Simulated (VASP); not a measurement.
The compound is InPd (space group Pm-3m, No. 221), taken as a cell listed in the Materials Project, as set up for an electronic-structure calculation.

```
In Pd
1.0
     3.27188    0.00000    0.00000
     0.00000    3.27188    0.00000
     0.00000    0.00000    3.27188
In Pd
1 1
Direct
  0.00000 0.00000 0.00000
  0.50000 0.50000 0.50000
```

Bonds are taken as In–Pd below 3.2 Å. The graph is simplified in the usual way: terminal and isolated atoms are pruned, two-connected atoms become edges.

Derive the underlying net.

The result is a uninodal 8-connected, three-periodic net: In and Pd are 8-connected nodes. It is the bcu net, known from CsCl and the body-centred cubic metals. It is a single net, without interpenetration.

```csv
node,links,point symbol,coordination sequence
In and Pd,8,4²⁴·6⁴,8 26 56 98 152 218 296 386 488 602
```

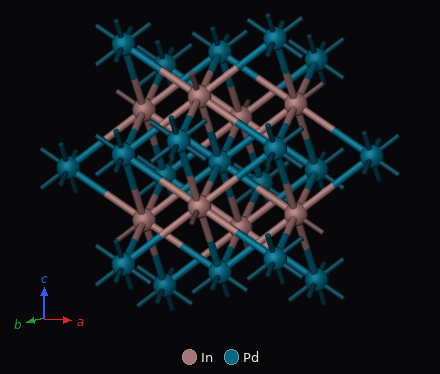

Nodes are coloured by element. Short stubs are edges that leave the cut-out.
